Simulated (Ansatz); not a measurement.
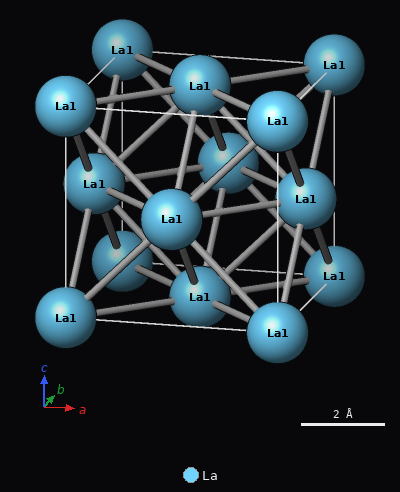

**Figure 1.** The input geometry of the first run (ball-and-stick view of the cell 4 times as large as that of the calculation, set on its symmetry axes, seen slightly off an axis; atoms are numbered from 1 in the order of the input). Near neighbours in the crystal (not all of them lie inside the picture): La has 12 La at 3.74 Å.

## What a change does: single-point calculation on La

System: La (1 atom in the cell, total charge −0.25).
Method of the first run: DFT PBE, scalar-relativistic, plane waves, PAW, no spin polarisation (Ansatz 0.2.0).

The structure derives from an entry of the Crystallography Open Database. Text and figures count atoms from 1; the logs count them from 0 in places.

### Input, the first run
```yaml
crystal:
  lattice:
    - [0.0, 2.6455, 2.6455]
    - [2.6455, 0.0, 2.6455]
    - [2.6455, 2.6455, 0.0]
  atoms:
    - { symbol: La, position: [0.0, 0.0, 0.0] }
total_charge: -0.25
basis:
  ecutwfc: 420
  fft_grid_basis: typed
kpoints:
  mp_grid: { grid: [12, 12, 12] }
hamiltonian:
  xc: pbe
scf:
  occupations: { method: gaussian, width: 0.05 }
output:
  forces: true
  stress: true
  eigenvalues: true
  bader: true
  write_density: true
  volumetric_format: npy
```

Command:
```bash
ansatz run input.yaml --threads 1 --pin off --max-ram 2560MiB --backend cpu --events-out ev --progress --plain --runs-dir out
```

Hardware: 1 thread of Arm Neoverse V1, 24 GiB of memory available, shared host.

### Output, shortened to warnings, some set-up lines, iterations and results (the first run)
```
Basis set: ecut = 420 eV, 725 PW (Γ), exchange–correlation on 54×54×54 points (8 copies of the dense FFT grid, shifted against one another)
Symmetry: 48 space group operations
k-points: 72 of 1728
Initial density: superposition of atomic densities (neutral atoms scaled as one to the charged cell's electrons: chi_scale 0, normalization atom), corrected by the library's trained network
[...]
SCF iter   1: F=—  HF=-6247.403295 eV  |F-HF|=—  |Δ(HF+E_count)|=         —  Δρ=1.76e-2  dr2=1.84e-1  ethr=1.77e-3  ⟨swp⟩=4.1  Hψ=3657  notcnv=0
SCF iter   2: F=—  HF=-6247.346069 eV  |F-HF|=—  |Δ(HF+E_count)|=   5.72e-2  Δρ=9.11e-3  dr2=5.27e-2  ethr=1.63e-3  ⟨swp⟩=2.1  Hψ=1595  notcnv=0  defer=21
SCF iter   3: F=—  HF=-6247.326664 eV  |F-HF|=—  |Δ(HF+E_count)|=   1.94e-2  Δρ=1.66e-3  dr2=7.66e-4  ethr=4.68e-4  ⟨swp⟩=3.5  Hψ=1708  notcnv=0  defer=21
SCF iter   4: F=—  HF=-6247.326607 eV  |F-HF|=—  |Δ(HF+E_count)|=   5.62e-5  Δρ=4.54e-4  dr2=7.21e-5  ethr=6.81e-6  ⟨swp⟩=2.3  Hψ=1452  notcnv=0  defer=22
SCF iter   5: F=—  HF=-6247.326572 eV  |F-HF|=—  |Δ(HF+E_count)|=   3.52e-5  Δρ=1.23e-4  dr2=4.63e-6  ethr=6.41e-7  ⟨swp⟩=2.4  Hψ=1138  notcnv=0  defer=19
SCF iter   6: F=-6247.326570 eV  HF=-6247.326570 eV  |F-HF|=4.80e-8  |Δ(HF+E_count)|=   2.01e-6  Δρ=1.36e-5  dr2=5.52e-8  ethr=8.89e-10  ⟨swp⟩=6.3  Hψ=4686  notcnv=0
SCF 1 converged in 6 iterations: F = -6247.326570 eV  dr2 = 5.52e-8
SCF converged after 6 iterations
Free energy (F): -6247.326570 eV
Harris-Foulkes:  -6247.326570 eV  (|F-HF|=4.80e-8)
Internal energy: -6247.324021 eV  (E = F + TS)
E sigma→0 (E₀):  -6247.325296 eV
Entropy (-TS):   -0.002549 eV (-2.549 meV/atom)
Fermi energy:    11.080045 eV
--- Per-component energies (eV) ---
  E_band       = -42.554066
  E_kinetic    = 196.697932
  E_local      = -332.251634  (includes V_loc(G=0)·N_el)
  E_nonlocal   = 95.227006
  E_hartree    = 105.702177
  E_xc         = -141.644737
  E_vxc        = -150.604670  (∫ρ·V_xc dr)
  E_paw        = -5416.143877  (= ΣΔE_a)
  E_vpaw       = -63.031027  (= ΣTr[D̂ρ^β])
  E_aug_tail   = -0.000000  (compensation charges beyond the density's cutoff)
  E_ewald      = -754.910886
  E_smearing   = -0.002549  (= −TS)
  E_closure    = 0.000000  (closes the sum)
  E_deformation_potential = -4.684772  (in the stress; not in F)
  Σ components = -6247.326570   (vs F -6247.326570, Δ=0.00e0)
--- Forces (eV/Å), atoms counted from 1 ---
  atom   1  La     0.00000000     0.00000000    -0.00000000
  max |Σ_I F_I| component: 1.19e-31 eV/Å
--- Stress (GPa, compression-positive) ---
       -6.418210      -0.000000      -0.000000
        0.000000      -6.418210      -0.000000
       -0.000000      -0.000000      -6.418210
  P = ⅓ Tr σ = -6.4182 GPa (-64.182 kbar)
--- Bader charges: 1 site ---
  site symbol  charge [e]  shift [e]
     0     La     -0.2500     0.0000
  estimated error of the sums over rays = 2.6e-5 e
```

The input of the second run differs as follows (lines with − go, lines with + come):
```diff
-total_charge: -0.25
+  elf: true
```

How does the second run compare with the first run?

The total energies belong to different systems, so their difference says nothing on which is more stable or more accurate. The pressure goes from −6.42 to −0.29 GPa. A charged cell is computed with a uniform neutralising background, so its energy and pressure depend on the cell and aren't those of a real crystal. The number of SCF iterations is the same.

### Output, shortened to warnings, some set-up lines, iterations and results (the second run)
```
Basis set: ecut = 420 eV, 725 PW (Γ), exchange–correlation on 54×54×54 points (8 copies of the dense FFT grid, shifted against one another)
Symmetry: 48 space group operations
k-points: 72 of 1728
Initial density: superposition of atomic densities (neutral atoms: chi_scale 0, normalization atom), corrected by the library's trained network
[...]
SCF iter   1: F=—  HF=-6250.096066 eV  |F-HF|=—  |Δ(HF+E_count)|=         —  Δρ=4.18e-3  dr2=9.26e-3  ethr=1.77e-3  ⟨swp⟩=4.2  Hψ=3580  notcnv=0
SCF iter   2: F=—  HF=-6250.095010 eV  |F-HF|=—  |Δ(HF+E_count)|=   1.06e-3  Δρ=1.81e-3  dr2=1.66e-3  ethr=8.42e-5  ⟨swp⟩=1.2  Hψ=1314  notcnv=0  defer=1
SCF iter   3: F=—  HF=-6250.094921 eV  |F-HF|=—  |Δ(HF+E_count)|=   8.83e-5  Δρ=1.56e-4  dr2=3.83e-6  ethr=1.51e-5  ⟨swp⟩=1.9  Hψ=830  notcnv=0  defer=2
SCF iter   4: F=—  HF=-6250.094921 eV  |F-HF|=—  |Δ(HF+E_count)|=   6.36e-7  Δρ=6.66e-5  dr2=6.48e-7  ethr=3.48e-8  ⟨swp⟩=2.1  Hψ=1073  notcnv=0  defer=2
SCF iter   5: F=—  HF=-6250.094922 eV  |F-HF|=—  |Δ(HF+E_count)|=   9.61e-7  Δρ=1.47e-5  dr2=1.07e-7  ethr=5.89e-9  ⟨swp⟩=2.0  Hψ=1081  notcnv=0  defer=2
SCF iter   6: F=-6250.094922 eV  HF=-6250.094922 eV  |F-HF|=1.35e-10  |Δ(HF+E_count)|=   2.65e-8  Δρ=2.03e-6  dr2=5.48e-10  ethr=9.09e-10  ⟨swp⟩=6.2  Hψ=3632  notcnv=0
SCF 1 converged in 6 iterations: F = -6250.094922 eV  dr2 = 5.48e-10
SCF converged after 6 iterations
Free energy (F): -6250.094922 eV
Harris-Foulkes:  -6250.094922 eV  (|F-HF|=1.35e-10)
Internal energy: -6250.092828 eV  (E = F + TS)
E sigma→0 (E₀):  -6250.093875 eV
Entropy (-TS):   -0.002094 eV (-2.094 meV/atom)
Fermi energy:    11.051836 eV
--- Per-component energies (eV) ---
  E_band       = -44.781540
  E_kinetic    = 193.014461
  E_local      = -333.262651  (includes V_loc(G=0)·N_el)
  E_nonlocal   = 94.549592
  E_hartree    = 105.555458
  E_xc         = -139.276342
  E_vxc        = -147.507590  (∫ρ·V_xc dr)
  E_paw        = -5415.762459  (= ΣΔE_a)
  E_vpaw       = -62.686215  (= ΣTr[D̂ρ^β])
  E_aug_tail   = -0.000000  (compensation charges beyond the density's cutoff)
  E_ewald      = -754.910886
  E_smearing   = -0.002094  (= −TS)
  E_closure    = 0.000000  (closes the sum)
  Σ components = -6250.094922   (vs F -6250.094922, Δ=0.00e0)
--- Forces (eV/Å), atoms counted from 1 ---
  atom   1  La     0.00000000     0.00000000     0.00000000
  max |Σ_I F_I| component: 8.22e-32 eV/Å
--- Stress (GPa, compression-positive) ---
       -0.285226       0.000000      -0.000000
       -0.000000      -0.285226       0.000000
        0.000000       0.000000      -0.285226
  P = ⅓ Tr σ = -0.2852 GPa (-2.852 kbar)
--- Bader charges: 1 site ---
  site symbol  charge [e]  shift [e]
     0     La      0.0000     0.0000
  estimated error of the sums over rays = 4.1e-7 e
```

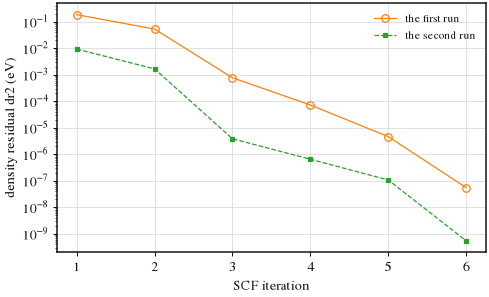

**Figure 2.** Convergence of the two runs: density residual dr2 against the SCF iteration. The first run takes 6 iterations in all, and the second run takes 6.

### The two runs side by side

| quantity | the first run | the second run |
| --- | --- | --- |
| outcome | converged | converged |
| free energy per atom (eV) | −6247.3266 | −6250.0949 |
| energy per atom, smearing taken to zero (eV) | −6247.3253 | −6250.0939 |
| gap on the mesh (eV) | 0.00 | 0.00 |
| pressure (GPa) | −6.42 | −0.29 |
| largest force (eV/Å) | 0.000 | 0.000 |
| SCF iterations | 6 | 6 |
| irreducible k-points | 72 | 72 |
| plane waves at Γ | 725 | 725 |
| wall time (shared host) | 5.3 s | 4.6 s |
